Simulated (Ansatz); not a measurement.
**Rh: a changed input and its effect**

System: Rh (Im-3m, 1 atom in the cell).
Method of run 1: DFT, PBEsol, plane waves (420 eV) with PAW, scalar-relativistic, no spin polarisation (Ansatz 0.2.0).

Text and figures count atoms from 1; the logs count them from 0 in places.

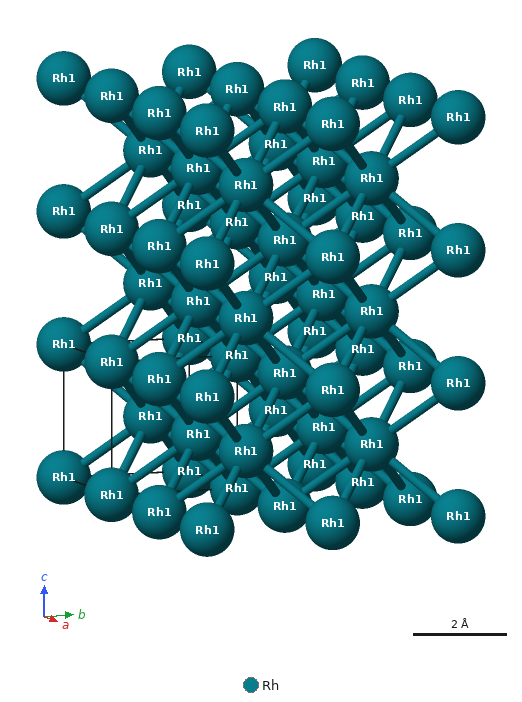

The structure as given in the input (ball-and-stick view of the cell 2 times as large as that of the calculation, set on its symmetry axes, repeated 3 × 2 × 3, seen slightly off an axis; atoms are numbered from 1 in the order of the input).

Input, run 1:
```yaml
crystal:
  lattice:
    - [-1.4520749027, 1.4520749027, 1.4520749027]
    - [1.4520749027, -1.4520749027, 1.4520749027]
    - [1.4520749027, 1.4520749027, -1.4520749027]
  atoms:
    - { symbol: Rh, position: [0.0, 0.0, 0.0] }
hamiltonian:
  xc: pbesol
  pseudopotentials:
    kind: paw
    azcp:
      Rh: "pseudopotentials/Rh.paw.azcp"
basis:
  ecutwfc: 420
  fft_grid_basis: typed
kpoints:
  mp_grid: { grid: [16, 16, 16], shift: [0, 0, 0] }
magnetization:
  spin_polarized: false
scf:
  occupations: { method: fermi_dirac, width: 0.1 }
  lower_state_search: "off"
output:
  stress: true
```

Hardware: 2 threads of an x86-64 CPU, shared host.

Output, shortened to warnings, some set-up lines, iterations and results (run 1):
```
Warning: [file] the record states the generating functional pbe (its physics header spells it `PBE`), which answers neither for hamiltonian.xc's functional nor for the pbesol family's — results may be inconsistent (PPs are generated against a specific XC)
Basis set: ecut = 420 eV, 225 PW (Γ)
Symmetry: 48 space group operations
k-points: 145 of 4096
Initial density: superposition of atomic densities (neutral atoms: chi_scale 0, normalization atom), corrected by the library's trained network
[...]
SCF iter   1: F=—  HF=-6338.182130 eV  |F-HF|=—  |Δ(HF+E_count)|=         —  Δρ=1.10e-2  dr2=9.63e-3  ethr=1.77e-3  ⟨swp⟩=5.1  Hψ=10391  notcnv=0
SCF iter   2: F=—  HF=-6338.179324 eV  |F-HF|=—  |Δ(HF+E_count)|=   2.81e-3  Δρ=3.74e-3  dr2=6.04e-4  ethr=5.66e-5  ⟨swp⟩=2.6  Hψ=4058  notcnv=0
SCF iter   3: F=—  HF=-6338.179203 eV  |F-HF|=—  |Δ(HF+E_count)|=   1.21e-4  Δρ=1.80e-3  dr2=7.17e-5  ethr=3.55e-6  ⟨swp⟩=2.5  Hψ=2838  notcnv=0
SCF iter   4: F=—  HF=-6338.179218 eV  |F-HF|=—  |Δ(HF+E_count)|=   1.53e-5  Δρ=1.00e-4  dr2=3.05e-7  ethr=4.22e-7  ⟨swp⟩=1.1  Hψ=1940  notcnv=0
SCF iter   5: F=-6338.179219 eV  HF=-6338.179219 eV  |F-HF|=1.41e-8  |Δ(HF+E_count)|=   4.43e-7  Δρ=1.90e-5  dr2=2.66e-8  ethr=1.80e-9  ⟨swp⟩=2.0  Hψ=3068  notcnv=0
SCF iter   6: F=-6338.179219 eV  HF=-6338.179219 eV  |F-HF|=4.39e-10  |Δ(HF+E_count)|=   3.98e-9  Δρ=3.00e-6  dr2=6.97e-10  ethr=1.56e-10  ⟨swp⟩=2.0  Hψ=5809  notcnv=0
SCF 1 converged in 6 iterations: F = -6338.179219 eV  dr2 = 6.97e-10
SCF converged after 6 iterations
Free energy (F): -6338.179219 eV
Harris-Foulkes:  -6338.179219 eV  (|F-HF|=4.39e-10)
Internal energy: -6338.115458 eV  (E = F + TS)
E sigma→0 (E₀):  -6338.147338 eV
Entropy (-TS):   -0.063761 eV (-63.761 meV/atom)
Fermi energy:    25.554127 eV
--- Per-component energies (eV) ---
  E_band       = -33.080905
  E_kinetic    = 578.999440
  E_local      = -1425.028814  (includes V_loc(G=0)·N_el)
  E_nonlocal   = 358.154307
  E_hartree    = 504.011897
  E_xc         = -222.337783
  E_vxc        = -280.273544  (∫ρ·V_xc dr)
  E_paw        = -3524.774215  (= ΣΔE_a)
  E_vpaw       = -272.957996  (= ΣTr[D̂ρ^β])
  E_aug_tail   = 0.000840  (compensation charges beyond the density's cutoff)
  E_ewald      = -2607.417329
  E_core_change = 0.276200  (= ΣΔE_core)
  E_smearing   = -0.063761  (= −TS)
  E_closure    = 0.000000  (closes the sum)
  Σ components = -6338.179219   (vs F -6338.179219, Δ=0.00e0)
--- Stress (GPa, compression-positive) ---
       47.004436      -0.000000       0.000000
       -0.000000      47.004436      -0.000000
       -0.000000       0.000000      47.004436
  P = ⅓ Tr σ = 47.0044 GPa (470.044 kbar)
```

The input of run 2 differs as follows (lines with − go, lines with + come):
```diff
-    - [-1.4520749027, 1.4520749027, 1.4520749027]
-    - [1.4520749027, -1.4520749027, 1.4520749027]
-    - [1.4520749027, 1.4520749027, -1.4520749027]
+    - [-1.5736233919, 1.5736233919, 1.5736233919]
+    - [1.5736233919, -1.5736233919, 1.5736233919]
+    - [1.5736233919, 1.5736233919, -1.5736233919]
```

How does run 2 compare with run 1?

With the same functional and potentials, run 2 lies 83.1 meV per atom lower. The pressure goes from 47.00 to −22.60 GPa. The volume per atom goes from 12.25 to 15.59 Å³. The number of SCF iterations is the same. The plane waves at Γ go from 225 to 321.

Output, shortened to warnings, some set-up lines, iterations and results (run 2):
```
Warning: [file] the record states the generating functional pbe (its physics header spells it `PBE`), which answers neither for hamiltonian.xc's functional nor for the pbesol family's — results may be inconsistent (PPs are generated against a specific XC)
Basis set: ecut = 420 eV, 321 PW (Γ)
Symmetry: 48 space group operations
k-points: 145 of 4096
Initial density: superposition of atomic densities (neutral atoms: chi_scale 0, normalization atom), corrected by the library's trained network
[...]
SCF iter   1: F=—  HF=-6338.266637 eV  |F-HF|=—  |Δ(HF+E_count)|=         —  Δρ=1.28e-2  dr2=1.47e-2  ethr=1.77e-3  ⟨swp⟩=4.9  Hψ=10238  notcnv=0
SCF iter   2: F=—  HF=-6338.263074 eV  |F-HF|=—  |Δ(HF+E_count)|=   3.56e-3  Δρ=5.33e-3  dr2=2.24e-3  ethr=8.65e-5  ⟨swp⟩=2.4  Hψ=4065  notcnv=0
SCF iter   3: F=—  HF=-6338.262410 eV  |F-HF|=—  |Δ(HF+E_count)|=   6.65e-4  Δρ=2.53e-3  dr2=1.69e-4  ethr=1.32e-5  ⟨swp⟩=2.3  Hψ=2668  notcnv=0
SCF iter   4: F=—  HF=-6338.262327 eV  |F-HF|=—  |Δ(HF+E_count)|=   8.28e-5  Δρ=1.48e-4  dr2=7.78e-7  ethr=9.95e-7  ⟨swp⟩=1.0  Hψ=1895  notcnv=0
SCF iter   5: F=—  HF=-6338.262329 eV  |F-HF|=—  |Δ(HF+E_count)|=   1.71e-6  Δρ=2.28e-5  dr2=3.34e-8  ethr=4.57e-9  ⟨swp⟩=2.1  Hψ=3131  notcnv=0
SCF iter   6: F=-6338.262329 eV  HF=-6338.262329 eV  |F-HF|=5.82e-11  |Δ(HF+E_count)|=   3.46e-9  Δρ=3.48e-6  dr2=3.88e-10  ethr=1.96e-10  ⟨swp⟩=2.4  Hψ=5973  notcnv=0
SCF 1 converged in 6 iterations: F = -6338.262329 eV  dr2 = 3.88e-10
SCF converged after 6 iterations
Free energy (F): -6338.262329 eV
Harris-Foulkes:  -6338.262329 eV  (|F-HF|=5.82e-11)
Internal energy: -6338.176967 eV  (E = F + TS)
E sigma→0 (E₀):  -6338.219648 eV
Entropy (-TS):   -0.085362 eV (-85.362 meV/atom)
Fermi energy:    18.730185 eV
--- Per-component energies (eV) ---
  E_band       = -135.666717
  E_kinetic    = 570.216656
  E_local      = -1718.872823  (includes V_loc(G=0)·N_el)
  E_nonlocal   = 357.724679
  E_hartree    = 601.578244
  E_xc         = -218.826960
  E_vxc        = -275.575398  (∫ρ·V_xc dr)
  E_paw        = -3524.256372  (= ΣΔE_a)
  E_vpaw       = -272.317695  (= ΣTr[D̂ρ^β])
  E_aug_tail   = 0.000812  (compensation charges beyond the density's cutoff)
  E_ewald      = -2406.017402
  E_core_change = 0.276200  (= ΣΔE_core)
  E_smearing   = -0.085362  (= −TS)
  E_closure    = 0.000000  (closes the sum)
  Σ components = -6338.262329   (vs F -6338.262329, Δ=0.00e0)
--- Stress (GPa, compression-positive) ---
      -22.603705       0.000000      -0.000000
        0.000000     -22.603705      -0.000000
        0.000000       0.000000     -22.603705
  P = ⅓ Tr σ = -22.6037 GPa (-226.037 kbar)
```

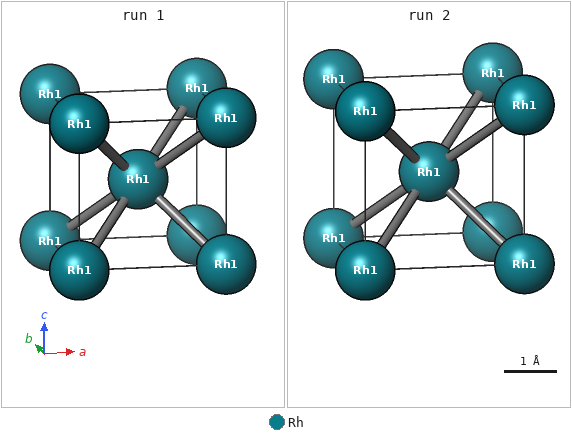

The two input geometries at one scale (ball-and-stick view of the cell 2 times as large as that of the calculation, set on its symmetry axes, seen slightly off an axis). The atoms keep their places relative to the cell (all moves are under 0.005 Å). Cell: a = b = c 2.904 → 3.147 Å (+8.4 %). Volume +27.3 %. Among the contacts that change: Rh1–Rh1 2.515 → 2.726 Å.

The two runs side by side:

| quantity | run 1 | run 2 |
| --- | --- | --- |
| outcome | converged | converged |
| free energy per atom (eV) | −6338.1792 | −6338.2623 |
| energy per atom, smearing taken to zero (eV) | −6338.1473 | −6338.2196 |
| pressure (GPa) | 47.00 | −22.60 |
| volume per atom (Å³) | 12.25 | 15.59 |
| SCF iterations | 6 | 6 |
| irreducible k-points | 145 | 145 |
| plane waves at Γ | 225 | 321 |
| wall time (shared host) | 0.51 s | 0.58 s |

For both runs: Warnings: the PAW datasets were made with another functional. For run 1: The cell is under a pressure of 47 GPa at this level, so it is not at its equilibrium volume. For run 2: The cell is under a tension of 23 GPa at this level, so it is not at its equilibrium volume.
